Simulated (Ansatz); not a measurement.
This input was run:

```
crystal:
  lattice:
    - [2.0208721189, 1.1667510618, 2.0741554266]
    - [-2.0208721189, 1.1667510618, 2.0741554266]
    - [0.0, -2.3335021236, 2.0741554266]
  atoms:
    - { symbol: Hg, position: [0.0, 0.0, 0.0] }
basis:
  ecutwfc: 420
kpoints:
  mp_grid: { grid: [15, 15, 15] }
  band_path:
    path:
      - [[0.0, 0.0, 0.0], [0.5, 0.5, 0.5], [0.62238186, 0.37761814, 0.5]]
      - [[0.5, -0.37761814, 0.37761814], [0.5, 0.0, 0.0], [0.0, 0.0, 0.0], [0.43880907, -0.43880907, 0.0]]
      - [[0.56119093, 0.0, 0.43880907], [0.5, 0.0, 0.5], [0.0, 0.0, 0.0]]
    npoints: 14
hamiltonian:
  xc: pbe
scf:
  occupations: { method: gaussian, width: 0.1 }
  n_extra_bands: 6
output:
  forces: true
  stress: true
  eigenvalues: true
  populations: true
  dos: { projected: true, de: 0.02, nscf_kmesh: { grid: [23, 23, 23] } }
  bader: true
  write_density: true
  write_potential: true
  elf: true
  volumetric_format: npy
```

Launched with:
```bash
ansatz run input.yaml --threads 1 --pin off --max-ram 2560MiB --backend cpu --events-out ev --progress --plain --runs-dir out
```

What does the calculation give for the electronic structure? The path is Γ–T–H2|H0–L–Γ–S0|S2–F–Γ.

A metal: 2 bands cross the Fermi level along this path. Bands cross the Fermi level on Γ–T, H0–L, L–Γ, S2–F and F–Γ, and not on T–H2 and Γ–S0. The density of states at the Fermi level is about 0.3 per eV and cell (mean within 0.25 eV). The tallest peak in the window is at −6.2 eV; by projected weight it is Hg 5d almost alone.

Spin-orbit coupling is left out, which matters for Hg.

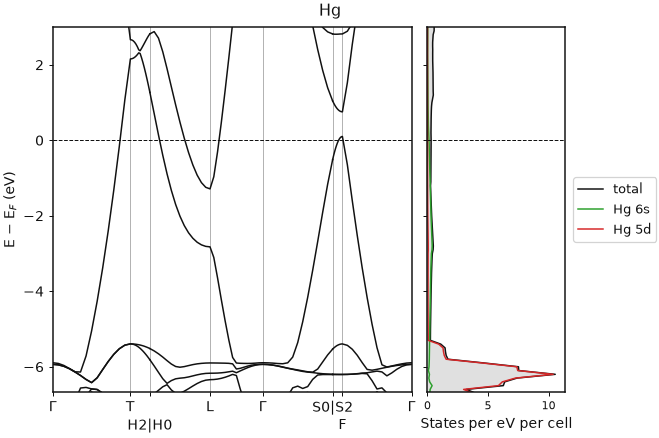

Band structure and density of states. Energies are counted from the Fermi level. The partial curves are projected on Löwdin-orthogonalised atomic shells; they sum to less than the total at higher energies, where shells without a projector contribute.
